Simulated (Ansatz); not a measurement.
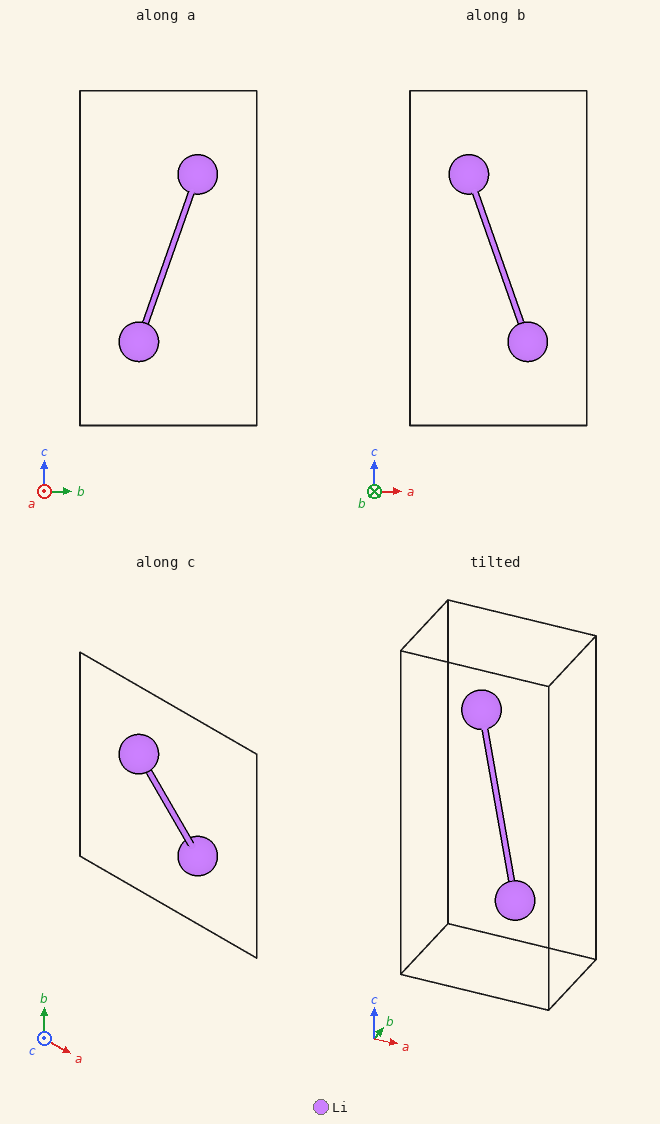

Figure: ball-and-stick view along the a axis, along the b axis, along the c axis and slightly off an axis. The wireframe shows the conventional unit cell.

Lattice parameters: a = 3.0906 Å, b = 3.0906 Å, c = 5.0749 Å, α = 90.000°, β = 90.000°, γ = 120.000°.

Question: From the views, write a CIF with its space group and independent sites.

Answer:
```cif
data_structure
_symmetry_space_group_name_H-M 'P 63/m m c'
_symmetry_Int_Tables_number 194
_cell_length_a 3.0906
_cell_length_b 3.0906
_cell_length_c 5.0749
_cell_angle_alpha 90.000
_cell_angle_beta 90.000
_cell_angle_gamma 120.000
_cell_volume 41.98
loop_
_atom_site_label
_atom_site_type_symbol
_atom_site_symmetry_multiplicity
_atom_site_Wyckoff_symbol
_atom_site_fract_x
_atom_site_fract_y
_atom_site_fract_z
_atom_site_occupancy
Li1 Li 2 d 0.3333 0.6667 0.7500 1
```

Its origin is a structure type filled with this element by a generator (whether the element takes this form wasn't checked). The cell was then strained or its atoms displaced on purpose. It was relaxed at fixed volume with DFT r2SCAN, scalar-relativistic, plane waves, PAW (Ansatz 0.2.0).
